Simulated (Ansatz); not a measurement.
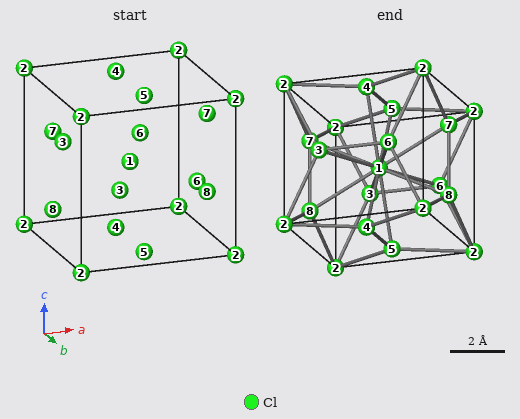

The structure of a crystal of Cl (built on the beta-tungsten (A15)_223 type) (coarse preliminary run) before (left) and after (right) a relaxation, at one scale.

A ball-and-stick model of the cell of the calculation, seen from a free direction.

Case: beta-tungsten (A15) type (Pm-3n, No. 223).

All numbers below come from DFT PBE, scalar-relativistic, plane waves, PAW in Ansatz 0.2.0. (plane-wave cutoff 420 eV; k-point mesh 4 × 4 × 4; occupations gaussian; smearing width 0.1 eV; no spin polarisation; cell and atoms relaxed; force threshold 0.04 eV/Å; at most 70 steps)

Describe what moved and what it gained.

Answer. After 3 accepted moves (4 points after the start) the energy has fallen by 1.229 eV per cell of the calculation. All forces vanish by symmetry, so only the cell relaxes. Pressure: −4.37 GPa at the start and 0.07 GPa at the end. The SCF was repeated once at an unchanged geometry on a basis and grid sized afresh for the cell, which shifted the energy by 0.5 meV per cell of the calculation at most. The atoms keep their places relative to the cell (all moves are under 0.005 Å). Cell: a = b = c 6.133 → 5.512 Å (−10.1 %). Volume −27.4 %. Among the contacts that change: Cl1–Cl3 3.428 → 3.081 Å, Cl3–Cl6 3.066 → 2.756 Å. The space group stays Pm-3n (No. 223).
